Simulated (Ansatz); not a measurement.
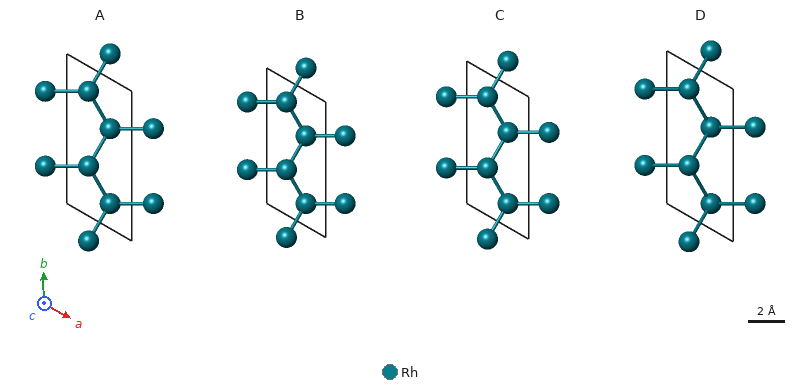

4 geometries from one relaxation of a free-standing layer of Rh (a generated structure, set up in P-3m1) (coarse preliminary run), in shuffled order. Style: ball-and-stick. Shown: the 1 × 2 repeat of the cell, outlined in the plane, without the vacuum, along the c axis.

Method: Ansatz, DFT PBE, scalar-relativistic, plane waves, PAW. (plane-wave cutoff 420 eV; k-point mesh 6 × 6 × 1; occupations gaussian; smearing width 0.1 eV; no spin polarisation; cell and atoms relaxed; force threshold 0.04 eV/Å; at most 70 steps)

**Order the frames from highest to lowest energy.**

D, A, C, B. They are steps 0, 2, 3, 7, at +1533 meV per atom, +413 meV per atom, +168 meV per atom relative to the last. The largest moves relative to the cell and the layer's centre, 0.39 Å, are those of Rh atoms. In the plane the drawn cell goes a 4.290 → 3.804 Å (−11.3 %), b 8.580 → 7.608 Å (−11.3 %). Near-neighbour distances that change, for instance: Rh–Rh 2.936 → 2.336 Å. Among the angles between lasting bonds that change: Rh–Rh–Rh 93.9° → 109.0°. The energy falls by 1533 meV per atom in 6 accepted moves (7 points after the start). The largest force component goes from 3 to 0.0042 eV/Å. The SCF was repeated once at an unchanged geometry on a basis and grid sized afresh for the cell, which shifted the energy by 2.7 meV per atom at most. The program noted that it reset the height of the cell.
